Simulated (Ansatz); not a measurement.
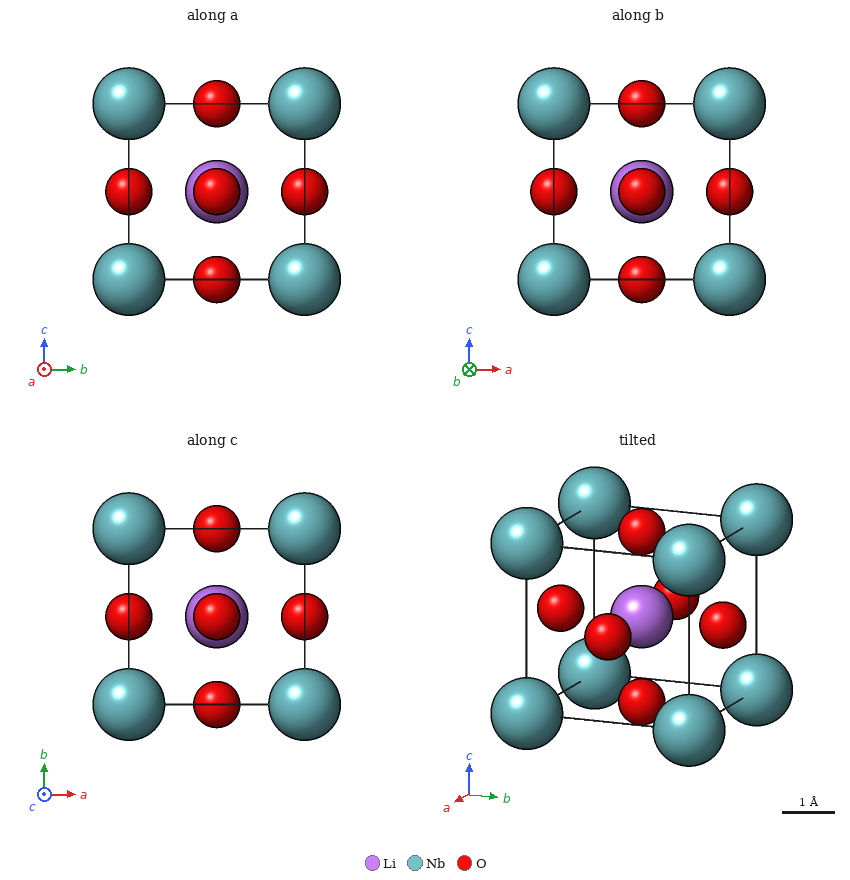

View along the a axis, along the b axis, along the c axis and slightly off an axis, drawn as a spheres-only model. The outline marks the conventional unit cell.

Lattice parameters: a = 3.445 Å, b = 3.445 Å, c = 3.445 Å, α = 90.00°, β = 90.00°, γ = 90.00°. Put a along x and b in the xy plane.

> Transcribe the picture into a POSCAR file.

```
Li Nb O
1.0
     3.445    0.000    0.000
     0.000    3.445    0.000
     0.000    0.000    3.445
Li Nb O
1 1 3
Direct
  0.5000 0.5000 0.5000
  0.0000 0.0000 0.0000
  0.0000 0.5000 0.5000
  0.5000 0.0000 0.5000
  0.5000 0.5000 0.0000
```

Its origin is a structure type filled with these elements by a generator (whether the compound takes this form wasn't checked). The structure drawn was relaxed with DFT PBE, scalar-relativistic, plane waves, PAW in Ansatz.
